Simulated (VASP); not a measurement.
```
Ga N
1.0
     3.71951    0.00000    0.00000
     0.00000    3.71951    0.00000
     0.00000    0.00000    3.50104
Ga N
2 2
Direct
  0.50000 0.50000 0.00000
  0.00000 0.00000 0.00000
  0.50000 0.00000 0.79200
  0.00000 0.50000 0.20800
```

Space group P4/nmm; a generated structure, not necessarily the stable one.

Theory: Kohn-Sham DFT of a periodic cell, PBE with D3(BJ), VASP PAW PBE potentials, recommended in VASP 6.6.1.

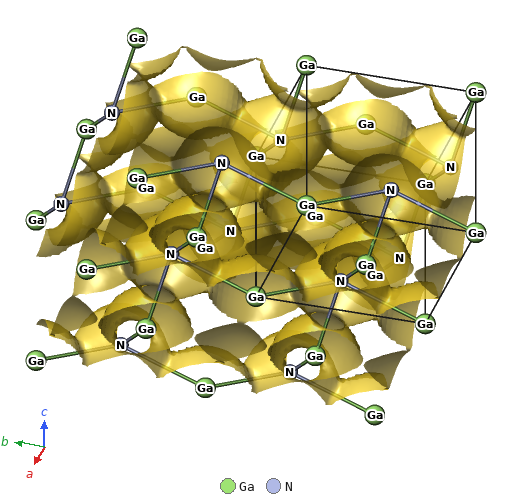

GaN. Isosurface of the valence charge density (pseudo) at 0.5 e/Å³ (yellow), seen at an oblique angle. Sticks mark near contacts.

The density is the valence pseudo-density of a PAW calculation; it isn't the true density close to the nuclei.

How is the density connected at this value?

At this value the density is joined into sheets; it holds about 85 % of the electrons treated as valence. It bridges the shortest Ga–N (2.00 Å) contacts, where the density stays above the isovalue. On the grid the lowest density along these lines, outside the cores, is 0.65 e/Å³ (Ga–N, 2.00 Å).

Does the calculation give a band gap?

It is gapped, with a Kohn–Sham gap of 0.49 eV on the k-point mesh (the band edges may lie off the mesh, which would make the gap smaller).
